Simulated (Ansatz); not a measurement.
# Geometry relaxation, with input and output: Ti₃Al₁₁ (part 2 of 2)

Continued. System: Ti₃Al₁₁ (slab, 14 atoms in the cell). Method: DFT PBE, scalar-relativistic, plane waves, PAW, no spin polarisation (Ansatz 0.2.0); cutoff 420 eV, 9×9×1 k-mesh, Gaussian smearing of 0.1 eV. The structure derives from a Materials Project entry. It belongs to a series of runs on one base structure; here: (0 0 1) slab, atoms relaxed.

Geometry of the input (Å; fractional positions):
```
3.8453  0.0000  0.0000
0.0000  3.8453  0.0000
0.0000  0.0000  27.9342
Al 0.5000  0.0000  0.2685
Al 0.0000  0.5000  0.2685
Ti 0.5000  0.5000  0.3457
Al 0.0000  0.0000  0.3457
Al 0.0000  0.5000  0.4228
Al 0.5000  0.0000  0.4228
Ti 0.0000  0.0000  0.5000
Al 0.5000  0.5000  0.5000
Al 0.5000  0.0000  0.5772
Al 0.0000  0.5000  0.5772
Ti 0.5000  0.5000  0.6543
Al 0.0000  0.0000  0.6543
Al 0.0000  0.5000  0.7315
Al 0.5000  0.0000  0.7315
```

```
WARN: The output density's exchange-correlation potential varies sharply where the density is thin. Do not read a vacuum level from v_tot or v_xc, or from such a field of the output density. On a cell that repeats whose density bears no net charge and no dipole along the vacuum's axis use v_es (v_loc + v_h of the components); under efield.dipole_correction with no amplitude use v_es + v_field, which holds any external_charges[].barrier, or the levels of the report's work_function block, which leave it out; under a non-zero efield.amplitude the vacuum is tilted and has no level; on a cell that repeats and bears such a dipole with no correction it is tilted too, and efield.dipole_correction with no amplitude gives each side of its ramp a level where efield: is served; in a cell that repeats whose density bears a net charge (total_charge, or a fill off its count) it is curved and has none; of a slab under crystal.periodic whose density bears no net charge use v_es, which has a level on each side, short of where the two are joined; of another it falls or rises all the way out and has none; of a slab beside external_charges read slab_vacuum_level instead, which it has where they leave it neutral. The grid or the basis barely resolves most such structure, and the values can differ between equally converged runs; as a rule a tighter scf.convergence.dr2_threshold does not remove it. Where the density itself ripples (under the LDA too) a higher basis.ecutwfc lessens it. The files hold the spikes' plane waves up to the density's cutoff. Files: v_tot_of_output_density and the like, and their columns of v_z.tsv (output.write_potential); v_xc_of_output_density and the like, and their columns of v_comp_z.tsv (output.write_potential_components). Measured: with its Gaussian average of σ = 0.25 Å subtracted twice, the exchange-correlation potential is over 0.1 eV at 83 of the grid points where the equally averaged density (valence and model cores) is under 1e-3 e/Å³, and 0.419 eV at the most among them, at an averaged density of 4.6e-8 e/Å³. The input density's (outcome.potential() and, of a run that writes arrays, v_tot and v_xc) is over 0.1 eV, so measured, at 13 points of its own thin density, 0.438 eV at the most. See output.write_potential in the manual, Limitations
SCF converged after 6 iterations
Free energy (F): -13414.035388 eV
Harris-Foulkes:  -13414.035388 eV  (|F-HF|=6.73e-9)
Internal energy: -13414.009392 eV  (E = F + TS)
E sigma→0 (E₀):  -13414.022390 eV
Entropy (-TS):   -0.025996 eV (-1.857 meV/atom)
Fermi energy:    3.221479 eV
Dipole field:    D = -0.000000 V/Å  (p = -0.000000 e·Å, saw-weighted, corrected)
Work function:   Φ+ = 4.2242 eV   Φ− = 4.2242 eV
Levels:          The Fermi level and band energies are counted from a zero that moves with the ramp; work functions are not
--- Per-component energies (eV) ---
  E_band       = -870.052417
  E_kinetic    = 1072.123116
  E_local      = -37842.083999  (includes V_loc(G=0)·N_el)
  E_nonlocal   = 142.593115
  E_hartree    = 18499.742687
  E_xc         = -729.963817
  E_vxc        = -684.922292  (∫ρ·V_xc dr)
  E_paw        = -8287.107911  (= ΣΔE_a)
  E_vpaw       = -557.225611  (= ΣTr[D̂ρ^β])
  E_aug_tail   = 0.000347  (compensation charges beyond the density's cutoff)
  E_efield     = 0.000000  (sawtooth field / dipole correction)
  E_vefield    = -0.000000  (∫n·V_field dr)
  E_ewald      = 13730.687070
  E_smearing   = -0.025996  (= −TS)
  E_closure    = -0.000000  (closes the sum)
  Σ components = -13414.035388   (vs F -13414.035388, Δ=0.00e0)
--- Forces (eV/Å), atoms counted from 1 ---
  atom   1  Al    -0.00000000     0.00000000     0.00587809
  atom   2  Al     0.00000000     0.00000000     0.00587809
  atom   3  Ti     0.00000000     0.00000000     0.01352263
  atom   4  Al     0.00000000     0.00000000     0.00233139
  atom   5  Al    -0.00000000     0.00000000    -0.00207169
  atom   6  Al     0.00000000    -0.00000000    -0.00207169
  atom   7  Ti     0.00000000     0.00000000     0.00000435
  atom   8  Al     0.00000000     0.00000000     0.00000006
  atom   9  Al    -0.00000000     0.00000000     0.00207171
  atom  10  Al     0.00000000    -0.00000000     0.00207171
  atom  11  Ti    -0.00000000     0.00000000    -0.01352578
  atom  12  Al    -0.00000000     0.00000000    -0.00233069
  atom  13  Al    -0.00000000    -0.00000000    -0.00587904
  atom  14  Al     0.00000000    -0.00000000    -0.00587904
  max |Σ_I F_I| component: 7.61e-8 eV/Å
--- Band table (eV; the first three rows and the last of 15) ---
  k-point 0: bands = ["-53.3575", "-53.3575", "-53.3254", "-29.6878", "-29.6878", "-29.6878", "-29.6878", "-29.6354", "-29.6354", "-29.6089", "-29.6089", "-29.5921", "-6.9040", "-6.5462", "-5.7904", "-5.2235", "-3.5701", "-2.2145", "-0.7859", "0.8655", "1.0567", "1.1615", "1.5254", "1.8565", "1.8565", "1.9741", "1.9741", "2.2519", "2.3542", "2.3542", "2.3718", "2.3718", "2.9072", "2.9294", "3.8984", "3.9126", "3.9644", "3.9644", "4.0295", "4.4294", "4.4294", "4.9158", "5.1104", "5.4750", "5.7795", "5.8600", "5.9131", "6.3411", "6.3411"]
  k-point 1: bands = ["-53.3574", "-53.3574", "-53.3252", "-29.6909", "-29.6909", "-29.6876", "-29.6876", "-29.6385", "-29.6352", "-29.6086", "-29.6086", "-29.5918", "-6.7769", "-6.4207", "-5.6682", "-5.1120", "-3.4584", "-2.1134", "-0.6905", "0.3460", "0.5330", "0.7496", "1.0235", "1.5725", "1.8935", "1.9271", "2.0051", "2.0723", "2.1424", "2.3279", "2.3585", "2.3639", "3.0406", "3.4303", "3.5112", "3.6182", "3.8797", "4.0580", "4.1654", "4.3187", "4.8968", "4.9545", "5.2374", "5.5257", "5.7126", "5.9032", "6.1641", "6.2202", "6.3659"]
  k-point 2: bands = ["-53.3570", "-53.3570", "-53.3249", "-29.6988", "-29.6988", "-29.6870", "-29.6870", "-29.6461", "-29.6347", "-29.6078", "-29.6078", "-29.5911", "-6.3992", "-6.0479", "-5.3060", "-4.7793", "-3.1470", "-1.8804", "-0.9993", "-0.6629", "-0.6117", "-0.1147", "0.0993", "1.3632", "1.5010", "2.0270", "2.0316", "2.0596", "2.1707", "2.3641", "2.4044", "2.4739", "2.9130", "3.1034", "3.4884", "3.8435", "3.9218", "4.0960", "4.2860", "4.5705", "4.6638", "4.7200", "5.2793", "5.3804", "5.8171", "6.2073", "6.3699", "6.3707", "6.5521"]
  k-point 14: bands = ["-53.3553", "-53.3553", "-53.3232", "-29.7101", "-29.7101", "-29.7100", "-29.7100", "-29.6572", "-29.6570", "-29.6038", "-29.6038", "-29.5873", "-3.2662", "-3.0860", "-2.7987", "-1.9392", "-1.9272", "-1.8138", "-1.7044", "-1.6466", "-1.5613", "-1.1854", "-1.0466", "-0.6106", "-0.5258", "-0.3091", "0.0932", "0.3379", "0.3768", "0.7670", "1.3209", "1.5830", "1.6069", "1.8685", "2.2520", "3.2268", "3.3890", "3.4488", "3.5007", "4.6179", "4.7388", "4.8430", "4.8714", "4.9294", "4.9453", "4.9627", "5.0501", "5.7553", "5.9595"]
--- Relaxed structure (4 steps of the walk, 4 accepted, 0 SCFs on fresh bases) ---
  F+E_penalty+E_count = -13414.03538819 eV   max|allowed force component| = 1.353e-2 eV/Å
  atoms:
    - { symbol: Al, position: [0.49999999999999994, -3.331526065796971e-34, 0.27298434979578295] }
    - { symbol: Al, position: [6.346203366811426e-18, 0.49999999999999994, 0.27298434979578295] }
    - { symbol: Ti, position: [0.49999999999999994, 0.49999999999999994, 0.34529601884588773] }
    - { symbol: Al, position: [4.343696331963046e-18, -3.832372937433562e-34, 0.3487362206702744] }
    - { symbol: Al, position: [4.2958102223192074e-19, 0.49999999999999994, 0.4231336830108102] }
    - { symbol: Al, position: [0.49999999999999994, -9.84253539707266e-34, 0.4231336830108102] }
    - { symbol: Ti, position: [-2.4720151135001512e-23, -7.2756951799351294e-34, 0.49999998248533234] }
    - { symbol: Al, position: [0.49999999999999994, 0.49999999999999994, 0.49999999418120133] }
    - { symbol: Al, position: [0.49999999999999994, -1.9358625958167903e-33, 0.5768663077380045] }
    - { symbol: Al, position: [-4.29594079327814e-19, 0.49999999999999994, 0.5768663077380045] }
    - { symbol: Ti, position: [0.49999999999999994, 0.49999999999999994, 0.6547039931370233] }
    - { symbol: Al, position: [-4.343697243218742e-18, 8.688798853481229e-34, 0.6512637786840848] }
    - { symbol: Al, position: [-6.346181844017275e-18, 0.49999999999999994, 0.7270156654535003] }
    - { symbol: Al, position: [0.49999999999999994, 3.172775494876445e-33, 0.7270156654535003] }
```

**Trajectory as extended XYZ (Å, eV, eV/Å), 4 frames, from step=1 to step=4**
```
14
Lattice="3.8453 0.0000 0.0000 0.0000 3.8453 0.0000 0.0000 0.0000 27.9342" Properties=species:S:1:pos:R:3:forces:R:3 step=1 energy=-13413.93177
Al    1.9227    0.0000    7.5000    0.0000   0.0000   0.3326
Al    0.0000    1.9227    7.5000    0.0000   0.0000   0.3326
Ti    1.9227    1.9227    9.6557    0.0000   0.0000  -0.5900
Al    0.0000    0.0000    9.6557    0.0000   0.0000   0.0667
Al    0.0000    1.9227   11.8114    0.0000   0.0000  -0.0454
Al    1.9227    0.0000   11.8114    0.0000   0.0000  -0.0454
Ti    0.0000    0.0000   13.9671    0.0000   0.0000   0.0000
Al    1.9227    1.9227   13.9671    0.0000   0.0000   0.0000
Al    1.9227    0.0000   16.1228    0.0000   0.0000   0.0454
Al    0.0000    1.9227   16.1228    0.0000   0.0000   0.0454
Ti    1.9227    1.9227   18.2785    0.0000   0.0000   0.5900
Al    0.0000    0.0000   18.2785    0.0000   0.0000  -0.0667
Al    0.0000    1.9227   20.4342    0.0000   0.0000  -0.3326
Al    1.9227    0.0000   20.4342    0.0000   0.0000  -0.3326
14
Lattice="3.8453 0.0000 0.0000 0.0000 3.8453 0.0000 0.0000 0.0000 27.9342" Properties=species:S:1:pos:R:3:forces:R:3 step=2 energy=-13413.96987
Al    1.9227    0.0000    7.6987    0.0000   0.0000  -0.3696
Al    0.0000    1.9227    7.6987    0.0000   0.0000  -0.3696
Ti    1.9227    1.9227    9.6218    0.0000   0.0000   0.6245
Al    0.0000    0.0000    9.7453    0.0000   0.0000   0.1675
Al    0.0000    1.9227   11.8129    0.0000   0.0000   0.0217
Al    1.9227    0.0000   11.8129    0.0000   0.0000   0.0217
Ti    0.0000    0.0000   13.9671    0.0000   0.0000   0.0000
Al    1.9227    1.9227   13.9671    0.0000   0.0000   0.0000
Al    1.9227    0.0000   16.1213    0.0000   0.0000  -0.0217
Al    0.0000    1.9227   16.1213    0.0000   0.0000  -0.0217
Ti    1.9227    1.9227   18.3124    0.0000   0.0000  -0.6245
Al    0.0000    0.0000   18.1889    0.0000   0.0000  -0.1675
Al    0.0000    1.9227   20.2355    0.0000   0.0000   0.3696
Al    1.9227    0.0000   20.2355    0.0000   0.0000   0.3696
14
Lattice="3.8453 0.0000 0.0000 0.0000 3.8453 0.0000 0.0000 0.0000 27.9342" Properties=species:S:1:pos:R:3:forces:R:3 step=3 energy=-13414.03419
Al    1.9227    0.0000    7.6502    0.0000   0.0000  -0.0466
Al    0.0000    1.9227    7.6502    0.0000   0.0000  -0.0466
Ti    1.9227    1.9227    9.6586    0.0000   0.0000   0.0278
Al    0.0000    0.0000    9.7500    0.0000   0.0000   0.0411
Al    0.0000    1.9227   11.8263    0.0000   0.0000  -0.0050
Al    1.9227    0.0000   11.8263    0.0000   0.0000  -0.0050
Ti    0.0000    0.0000   13.9671    0.0000   0.0000   0.0000
Al    1.9227    1.9227   13.9671    0.0000   0.0000   0.0000
Al    1.9227    0.0000   16.1079    0.0000   0.0000   0.0050
Al    0.0000    1.9227   16.1079    0.0000   0.0000   0.0050
Ti    1.9227    1.9227   18.2756    0.0000   0.0000  -0.0278
Al    0.0000    0.0000   18.1842    0.0000   0.0000  -0.0411
Al    0.0000    1.9227   20.2841    0.0000   0.0000   0.0466
Al    1.9227    0.0000   20.2841    0.0000   0.0000   0.0466
14
Lattice="3.8453 0.0000 0.0000 0.0000 3.8453 0.0000 0.0000 0.0000 27.9342" Properties=species:S:1:pos:R:3:forces:R:3 step=4 energy=-13414.03539
Al    1.9227    0.0000    7.6256    0.0000   0.0000   0.0059
Al    0.0000    1.9227    7.6256    0.0000   0.0000   0.0059
Ti    1.9227    1.9227    9.6456    0.0000   0.0000   0.0135
Al    0.0000    0.0000    9.7417    0.0000   0.0000   0.0023
Al    0.0000    1.9227   11.8199    0.0000   0.0000  -0.0021
Al    1.9227    0.0000   11.8199    0.0000   0.0000  -0.0021
Ti    0.0000    0.0000   13.9671    0.0000   0.0000   0.0000
Al    1.9227    1.9227   13.9671    0.0000   0.0000   0.0000
Al    1.9227    0.0000   16.1143    0.0000   0.0000   0.0021
Al    0.0000    1.9227   16.1143    0.0000   0.0000   0.0021
Ti    1.9227    1.9227   18.2886    0.0000   0.0000  -0.0135
Al    0.0000    0.0000   18.1925    0.0000   0.0000  -0.0023
Al    0.0000    1.9227   20.3086    0.0000   0.0000  -0.0059
Al    1.9227    0.0000   20.3086    0.0000   0.0000  -0.0059
```

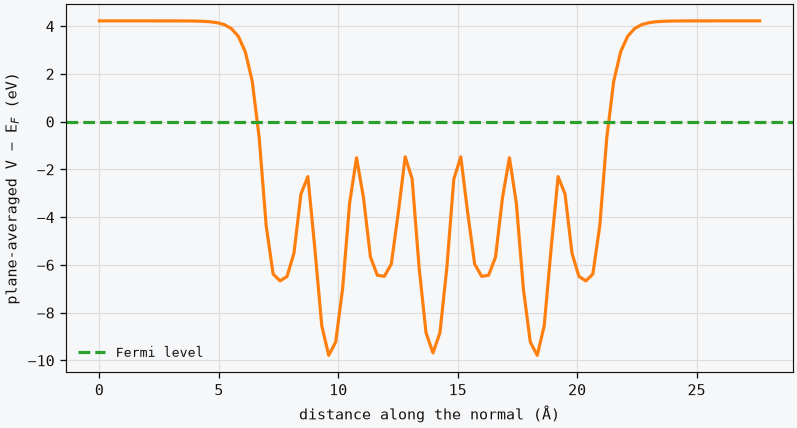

Fig. 1: Plane average of the electrostatic potential energy of an electron across the cell, from the Fermi level. The vacuum level lies 4.22 eV above the Fermi level.

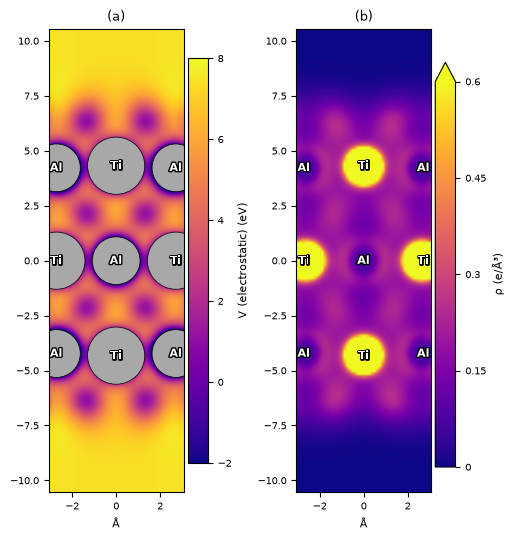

Fig. 2: (a) electrostatic potential energy of an electron; (b) valence pseudo-density on the (110) plane of the calculation cell, a cut from vacuum to vacuum. Grey discs, where drawn, cover atomic cores. Ti–Al (2.72 Å): ρ at the midpoint is about 0.23 e/Å³. The density dies away to nearly zero in the vacuum. In a PAW calculation such maps are meaningful between the atoms, not at the nuclei.

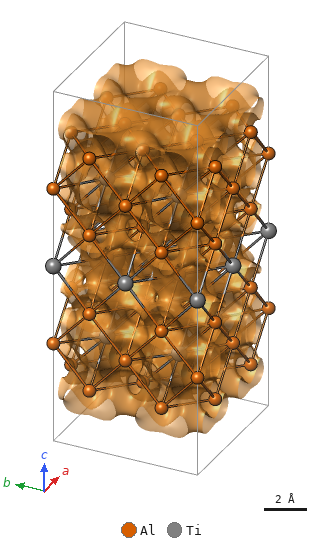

Fig. 3: Isosurface of the electron localisation function at 0.6 (orange), seen at an oblique angle. Only the valence region is drawn (cores and ρ < 0.01 e/Å³ removed). Sticks mark near contacts. Profiles from the grid: Al–Al (2.72 Å): the ELF peaks at about 0.80 between the atoms (a shared electron pair). Ti–Al (2.72 Å): the ELF is about 0.40 at the midpoint (metallic bonding.

**Results in brief**

```json
{"quantity": "outcome", "value": "converged"}
{"quantity": "electrons treated", "value": "69"}
{"quantity": "free energy", "value": "−13414.0354 eV"}
{"quantity": "work function, top face", "value": "4.22 eV"}
{"quantity": "work function, bottom face", "value": "4.22 eV"}
{"quantity": "Fermi energy", "value": "3.221 eV"}
{"quantity": "gap on the k-point mesh", "value": "none (metallic)"}
{"quantity": "final volume", "value": "413.05 Å³"}
{"quantity": "work function (upper face)", "value": "4.22 eV"}
{"quantity": "largest force (length of the vector) at the end", "value": "0.014 eV/Å"}
{"quantity": "wall time", "value": "3 min"}
{"quantity": "peak memory", "value": "0.7 GiB"}
```

**Remarks**

The program warns: the exchange-correlation potential is rough where the density is thin.
